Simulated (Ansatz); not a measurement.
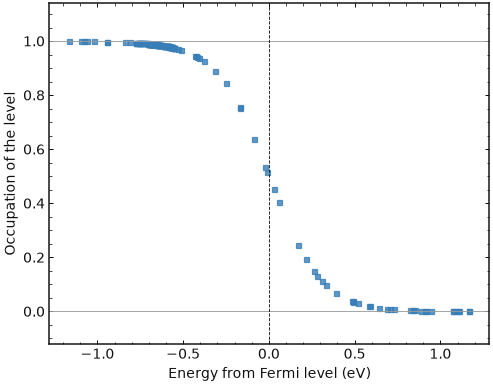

Occupations of the one-electron levels of the k mesh against their energy, from a run on Eu, space group Fm-3m, 1 atom in the cell, with Ansatz.

Name the smearing function and its width.

Answer. Fermi-Dirac smearing with a width of 0.15 eV. The occupations stay between 0 and 1 and have long exponential tails; the slope at the Fermi level is 1/(4 × width).
